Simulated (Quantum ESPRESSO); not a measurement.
# KF (Carobbiite): phonons by linear response, part 3 of 5

How does KF (Carobbiite) vibrate, and is this structure a minimum?

Quantum ESPRESSO 7.5; DFT PBE, scalar-relativistic, plane waves, PseudoDojo norm-conserving pseudopotentials.

So far, highest frequency (cm⁻¹): step 7 (dispersion) 301.

## Step 10: A frozen mode

The atoms are moved along one mode, by 0.015 Å at most in any Cartesian component, and the restoring forces give its frequency without the response code: a check of the response kernel of this functional.

The input, frozen.in:

```
&control
   calculation = 'scf'
   prefix = 'x'
   outdir = './tmp'
   pseudo_dir = './pseudo'
   tprnfor = .true.
/
&system
   ibrav = 0
   nat = 2
   ntyp = 2
   ecutwfc = 92.0
   occupations = 'fixed'
   nbnd = 10
/
&electrons
   conv_thr = 1.0d-11
   mixing_beta = 0.7
   electron_maxstep = 100
/
ATOMIC_SPECIES
 K      39.0983  K.upf
 F      18.9984  F.upf
CELL_PARAMETERS angstrom
    -2.708005493    0.000000000    2.708005493
     0.000000000    2.708005493    2.708005493
    -2.708005493    2.708005493    0.000000000
ATOMIC_POSITIONS crystal
 K      0.002621480   0.000003946  -0.002695797
 F      0.494605691   0.499991037   0.505548095
K_POINTS automatic
 8 8 8 0 0 0
```

Started as:

```sh
> OMP_NUM_THREADS=1 mpirun -n 4 pw.x -nk 4 -in frozen.in > frozen.out
```

The program printed:

```text
[banner, memory and clock lines left out]
Program PWSCF v.7.5

     G-vector sticks info

     bravais-lattice index     =            0
     lattice parameter (alat)  =       7.2371  a.u.
     unit-cell volume          =     268.0249 (a.u.)^3
     number of atoms/cell      =            2
     number of atomic types    =            2
     number of electrons       =        16.00
     number of Kohn-Sham states=           10
     kinetic-energy cutoff     =      92.0000  Ry
     charge density cutoff     =     368.0000  Ry
     scf convergence threshold =      1.0E-11
     mixing beta               =       0.7000
     number of iterations used =            8  plain     mixing
     Exchange-correlation= PBE
                           (   1   4   3   4   0   0   0)

     celldm(1)=   7.237081  celldm(2)=   0.000000  celldm(3)=   0.000000
     celldm(4)=   0.000000  celldm(5)=   0.000000  celldm(6)=   0.000000

     crystal axes: (cart. coord. in units of alat)
               a(1) = (  -0.707107   0.000000   0.707107 )
               a(2) = (   0.000000   0.707107   0.707107 )
               a(3) = (  -0.707107   0.707107   0.000000 )

     reciprocal axes: (cart. coord. in units 2 pi/alat)
               b(1) = ( -0.707107 -0.707107  0.707107 )
               b(2) = (  0.707107  0.707107  0.707107 )
               b(3) = ( -0.707107  0.707107 -0.707107 )

     PseudoPot. # 1 for K  read from file:
     ./pseudo/K.upf
     Pseudo is Norm-conserving + core correction, Zval =  9.0
     Using radial grid of 2222 points,  6 beta functions with:
                l(1) =   0
                l(2) =   0
                l(3) =   1
                l(4) =   1
                l(5) =   2
                l(6) =   2

     PseudoPot. # 2 for F  read from file:
     ./pseudo/F.upf
     Pseudo is Norm-conserving + core correction, Zval =  7.0
     Using radial grid of  832 points,  5 beta functions with:
                l(1) =   0
                l(2) =   0
                l(3) =   1
                l(4) =   1
                l(5) =   2

     atomic species   valence    mass     pseudopotential
     K                 9.00    39.09830     K ( 1.00)
     F                 7.00    18.99840     F ( 1.00)

     No symmetry found

   Cartesian axes

     site n.     atom                  positions (alat units)
         1        K      tau(   1) = (   0.0000526  -0.0019034   0.0018565  )
         2        F      tau(   2) = (  -0.7072155   0.7110235   0.7032861  )

     number of k points=   260

     Number of k-points >= 100: set verbosity='high' to print them.

     Dense  grid:    31951 G-vectors     FFT dimensions: (  45,  45,  45)

     Initial potential from superposition of free atoms

     starting charge      15.9808, renormalised to      16.0000
     Starting wfcs are    9 randomized atomic wfcs +    1 random wfcs

     per-process dynamical memory:    61.9 Mb

     Self-consistent Calculation

     iteration #  1     ecut=    92.00 Ry     beta= 0.70
     Davidson diagonalization with overlap
     ethr =  1.00E-02,  avg # of iterations =  6.0

     total energy              =    -109.52013776 Ry
     estimated scf accuracy    <       0.28097888 Ry

     iteration #  2     ecut=    92.00 Ry     beta= 0.70
     Davidson diagonalization with overlap
     ethr =  1.76E-03,  avg # of iterations =  3.2

     total energy              =    -109.57202600 Ry
     estimated scf accuracy    <       0.35185058 Ry

     iteration #  3     ecut=    92.00 Ry     beta= 0.70
     Davidson diagonalization with overlap
     ethr =  1.76E-03,  avg # of iterations =  2.1

     total energy              =    -109.64856373 Ry
     estimated scf accuracy    <       0.00251914 Ry

     iteration #  4     ecut=    92.00 Ry     beta= 0.70
     Davidson diagonalization with overlap
     ethr =  1.57E-05,  avg # of iterations =  5.8

     total energy              =    -109.64940482 Ry
     estimated scf accuracy    <       0.00025427 Ry

     iteration #  5     ecut=    92.00 Ry     beta= 0.70
     Davidson diagonalization with overlap
     ethr =  1.59E-06,  avg # of iterations =  4.1

     total energy              =    -109.64942616 Ry
     estimated scf accuracy    <       0.00002023 Ry

     iteration #  6     ecut=    92.00 Ry     beta= 0.70
     Davidson diagonalization with overlap
     ethr =  1.26E-07,  avg # of iterations =  2.9

     total energy              =    -109.64943447 Ry
     estimated scf accuracy    <       0.00000323 Ry

     iteration #  7     ecut=    92.00 Ry     beta= 0.70
     Davidson diagonalization with overlap
     ethr =  2.02E-08,  avg # of iterations =  2.0

     total energy              =    -109.64943503 Ry
     estimated scf accuracy    <       0.00000008 Ry

     iteration #  8     ecut=    92.00 Ry     beta= 0.70
     Davidson diagonalization with overlap
     ethr =  5.28E-10,  avg # of iterations =  3.6

     total energy              =    -109.64943507 Ry
     estimated scf accuracy    <          5.0E-09 Ry

     iteration #  9     ecut=    92.00 Ry     beta= 0.70
     Davidson diagonalization with overlap
     ethr =  3.10E-11,  avg # of iterations =  3.5

     total energy              =    -109.64943507 Ry
     estimated scf accuracy    <          3.8E-10 Ry

     iteration # 10     ecut=    92.00 Ry     beta= 0.70
     Davidson diagonalization with overlap
     ethr =  2.40E-12,  avg # of iterations =  3.0

     total energy              =    -109.64943507 Ry
     estimated scf accuracy    <          2.9E-11 Ry

     iteration # 11     ecut=    92.00 Ry     beta= 0.70
     Davidson diagonalization with overlap
     ethr =  1.79E-13,  avg # of iterations =  3.7

     End of self-consistent calculation

     Number of k-points >= 100: set verbosity='high' to print the bands.

     highest occupied, lowest unoccupied level (ev):     1.2625    7.2528

!    total energy              =    -109.64943507 Ry
     estimated scf accuracy    <          3.8E-12 Ry

     The total energy is the sum of the following terms:
     one-electron contribution =     -42.91339751 Ry
     hartree contribution      =      28.90998941 Ry
     xc contribution           =     -23.99781406 Ry
     ewald contribution        =     -71.64821291 Ry

     convergence has been achieved in  11 iterations

     Forces acting on atoms (cartesian axes, Ry/au):

     atom    1 type  1   force =    -0.00003062    0.00110890   -0.00108146
     atom    2 type  2   force =     0.00003062   -0.00110890    0.00108146

     Total force =     0.002191     Total SCF correction =     0.000001

     XML data file, charge density, pseudopotentials, collected wavefunctions
```

Run time: 44 s. Hardware: 4 MPI ranks of Arm Neoverse V2, shared host.

Numbers from this step:

```yaml
gap_on_the_k_mesh: 5.990 eV
frequency_from_the_forces: 164.9 cm⁻¹
frequency_from_linear_response: 164.9 cm⁻¹
```

The forces give 164.9 cm⁻¹ against 164.9 cm⁻¹ from linear response after the sum rule.

## Step 11: Sum rules set otherwise: a sum rule for molecules or wires on a crystal

This rule also removes rotations, which suits wires and not a crystal; it is tried to see the harm.

The input, dynmat.in:

```
&input
   fildyn = 'x.dyn1'
   asr = 'one-dim'
   fileig = 'dynmat.eig'
   lperm = .true.
/
```

Started as:

```sh
> dynmat.x -in dynmat.in > dynmat.out
```

The program printed:

```text
[banner, memory and clock lines left out]
Program DYNMAT v.7.5

     Reading Dynamical Matrix from file x.dyn1
     ...Force constants read
     ...epsilon and Z* read
asr rotation axis in 1D system=    3
     Acoustic Sum Rule: || Z*(ASR) - Z*(orig)|| =    1.603079E+00
     Acoustic Sum Rule: ||dyn(ASR) - dyn(orig)||=    5.260612E-02
     A direction for q was not specified:TO-LO splitting will be absent

     Polarizability (A^3 units)
     multiply by 0.758566 for Clausius-Mossotti correction
         3.017830    0.000000   -0.000000
         0.000000    3.017830   -0.000000
        -0.000000    0.000000    3.017830

     IR activities are in (D/A)^2/amu units

# mode   [cm-1]    [THz]      IR
    1     -0.00   -0.0000    0.0000
    2      0.00    0.0000    0.0000
    3      0.00    0.0000    0.0000
    4      0.00    0.0000    0.0000
    5    164.87    4.9426    2.3186
    6    164.87    4.9426    2.3186

Electronic dielectric permittivity tensor (relative, adimensional)
         1.954830    0.000000   -0.000000
         0.000000    1.954830   -0.000000
        -0.000000    0.000000    1.954830

 ... with zone-center polar mode contributions
         4.245213   -2.290382    0.000000
        -2.290382    4.245213   -0.000000
         0.000000   -0.000000    6.535595
```

Elapsed: 0.45 s, on 1 thread.

The run ended normally, but on settings that are not sound.

The fault: a sum rule for molecules or wires on a crystal; 1 optical mode is projected out to zero frequency, as if it were a rotation, and the static dielectric tensor is spoilt.

For a crystal the rule has to be 'simple' or 'crystal'.

Zone-centre frequencies as printed; negative means imaginary. Modes:

```csv
mode,frequency (cm⁻¹)
1,0
2,0
3,0
4,0
5,164.9
6,164.9
```

## Step 12: The LO-TO splitting (1 0 0)

A longitudinal polar mode sets up a macroscopic field that stiffens it; the term hangs on the direction from which q goes to zero.

The input, dynmat.in:

```
&input
   fildyn = 'x.dyn1'
   asr = 'simple'
   fileig = 'dynmat.eig'
   q(1) = 1.0
   q(2) = 0.0
   q(3) = 0.0
/
```

Started as:

```sh
> dynmat.x -in dynmat.in > dynmat.out
```

The program printed:

```text
[banner, memory and clock lines left out]
Program DYNMAT v.7.5

     Reading Dynamical Matrix from file x.dyn1
     ...Force constants read
     ...epsilon and Z* read

     Polarizability (A^3 units)
     multiply by 0.758566 for Clausius-Mossotti correction
         3.017830    0.000000   -0.000000
         0.000000    3.017830   -0.000000
        -0.000000    0.000000    3.017830

     IR activities are in (D/A)^2/amu units

# mode   [cm-1]    [THz]      IR
    1      0.00    0.0000    0.0000
    2      0.00    0.0000    0.0000
    3      0.00    0.0000    0.0000
    4    164.86    4.9423    2.3186
    5    164.86    4.9423    2.3186
    6    301.45    9.0372    2.3186
```

Wall time 0.45 s (1 thread).

Numbers from this step:

* highest mode moved by the LO-TO term: 301.4 cm⁻¹

Zone-centre frequencies as printed; negative means imaginary. Modes:

```csv
mode,frequency (cm⁻¹)
1,0
2,0
3,0
4,164.9
5,164.9
6,301.4
```

The field moves one mode, from 165 to 301 cm⁻¹; the others stay.

## Step 13: The dispersion under another sum rule (asr no)

The sum rule corrects the force constants themselves, so it can shift branches at any wavevector, low ones most.

The input, matdyn.in:

```
&input
   asr = 'no'
   flfrc = 'x.fc'
   flfrq = 'x.freq'
   flvec = 'x.modes'
   q_in_band_form = .true.
   q_in_cryst_coord = .true.
/
8
  0.0000000   0.0000000   0.0000000   8  ! GAMMA
  0.0000000   0.5000000   0.5000000   8  ! X
  0.0000000   0.6250000   0.3750000   1  ! U
 -0.3750000   0.3750000   0.0000000   8  ! K
  0.0000000   0.0000000   0.0000000   8  ! GAMMA
  0.0000000   0.5000000   0.0000000   8  ! L
 -0.2500000   0.5000000   0.2500000   8  ! W
  0.0000000   0.5000000   0.5000000   1  ! X
```

Started as:

```sh
> matdyn.x -in matdyn.in > matdyn.out
```

The program printed:

```text
[banner, memory and clock lines left out]
Program MATDYN v.7.5

 mass for atomic type   1 not given; uses mass from file x.fc
 mass for atomic type   2 not given; uses mass from file x.fc
```

Elapsed: 0.49 s, on 1 thread.

This step gave:

```yaml
lowest_frequency_on_the_path: 1.544 cm⁻¹
```

At the labelled points the branches move by no more than 1.6 cm⁻¹.

## Step 14: A changed mass

Force constants don't depend on the masses, so an isotope effect costs no new response.

The input, matdyn.in:

```
&input
   asr = 'simple'
   flfrc = 'x.fc'
   flfrq = 'x.freq'
   flvec = 'x.modes'
   q_in_band_form = .true.
   q_in_cryst_coord = .true.
   amass(1) = 39.098
   amass(2) = 37.997
/
8
  0.0000000   0.0000000   0.0000000   8  ! GAMMA
  0.0000000   0.5000000   0.5000000   8  ! X
  0.0000000   0.6250000   0.3750000   1  ! U
 -0.3750000   0.3750000   0.0000000   8  ! K
  0.0000000   0.0000000   0.0000000   8  ! GAMMA
  0.0000000   0.5000000   0.0000000   8  ! L
 -0.2500000   0.5000000   0.2500000   8  ! W
  0.0000000   0.5000000   0.5000000   1  ! X
```

Started as:

```sh
> matdyn.x -in matdyn.in > matdyn.out
```

The program printed:

```text
[banner, memory and clock lines left out]
Program MATDYN v.7.5
```

It took 0.49 s on 1 thread.

Numbers from this step:

- lowest frequency on the path: 0 cm⁻¹

Matdyn.x, sum rule simple. Phonon branches along the path, in cm⁻¹:

```
    point  branch 1  branch 2  branch 3  branch 4  branch 5  branch 6
        Γ         0         0         0       134       134       246
        X        78        78       136       142       142       163
        U        90       125       127       131       151       154
jump to K        90       125       127       131       151       154
        Γ         0         0         0       134       134       246
        L       104       104       109       109       174       187
        W       116       116       127       128       149       149
        X        78        78       136       142       142       163
```

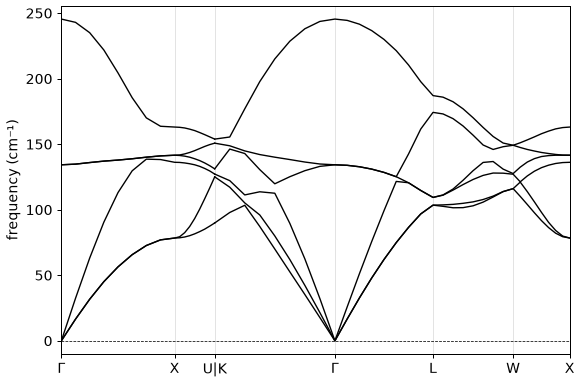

Phonon branches along the path.

The top of the path falls from 301 to 246 cm⁻¹, a ratio of 0.81; a mode of that atom alone would give 0.71.

## Step 15: Self-consistent run for the response, volume × 0.97

Bonds stiffen under compression, so frequencies follow the volume; the atoms are not relaxed anew.

The input, scf.in:

```
&control
   calculation = 'scf'
   prefix = 'x'
   outdir = './tmp'
   pseudo_dir = './pseudo'
   tprnfor = .true.
   tstress = .true.
/
&system
   ibrav = 0
   nat = 2
   ntyp = 2
   ecutwfc = 92.0
   occupations = 'fixed'
   nbnd = 10
/
&electrons
   conv_thr = 1.0d-12
   mixing_beta = 0.7
   electron_maxstep = 100
/
ATOMIC_SPECIES
 K      39.0983  K.upf
 F      18.9984  F.upf
CELL_PARAMETERS angstrom
    -2.680650032    0.000000000    2.680650032
     0.000000000    2.680650032    2.680650032
    -2.680650032    2.680650032    0.000000000
ATOMIC_POSITIONS crystal
 K      0.000000000   0.000000000   0.000000000
 F      0.500000000   0.500000000   0.500000000
K_POINTS automatic
 8 8 8 0 0 0
```

Started as:

```sh
> OMP_NUM_THREADS=1 mpirun -n 4 pw.x -nk 4 -in scf.in > scf.out
```

The program printed:

```text
[banners, grids, parts of the stress and lines that vanish by symmetry left out]
[banner, memory and clock lines left out]
Program PWSCF v.7.5

[...]
kinetic-energy cutoff     =      92.0000  Ry
     charge density cutoff     =     368.0000  Ry
     scf convergence threshold =      1.0E-12
[...]
Exchange-correlation= PBE
                           (   1   4   3   4   0   0   0)
[...]
48 Sym. Ops., with inversion, found
[...]
number of k points=    29
[...]
End of self-consistent calculation
[...]
highest occupied, lowest unoccupied level (ev):     1.4693    7.6157
!    total energy              =    -109.64922654 Ry
[...]
convergence has been achieved in  12 iterations
[...]
atom    1 type  1   force =     0.00000000   -0.00000000   -0.00000000
     atom    2 type  2   force =    -0.00000000    0.00000000    0.00000000
     Total force =     0.000000     Total SCF correction =     0.000000
[...]
total   stress  (Ry/bohr**3)                   (kbar)     P=        9.49
[...]
XML data file, charge density, pseudopotentials, collected wavefunctions
```

It took 7 s on 4 MPI ranks.

Read from the output:

```
volume per atom   : 19.26 Å³
pressure          : 0.9490 GPa
gap on the k-mesh : 6.146 eV
```

(Continued in part 4 of 5.)

[Host names and launcher messages were left out of these logs when they were recorded.]

[Logs are printed without paths, hosts, clocks, repeated set-up lines and the standing remarks that a program may print on its own settings, such as how far it seeks lower states.]

[Hosts, paths, dates, database ids (printed as entryN), source tags and the programs' standing remarks are cut or masked in the printed files.]
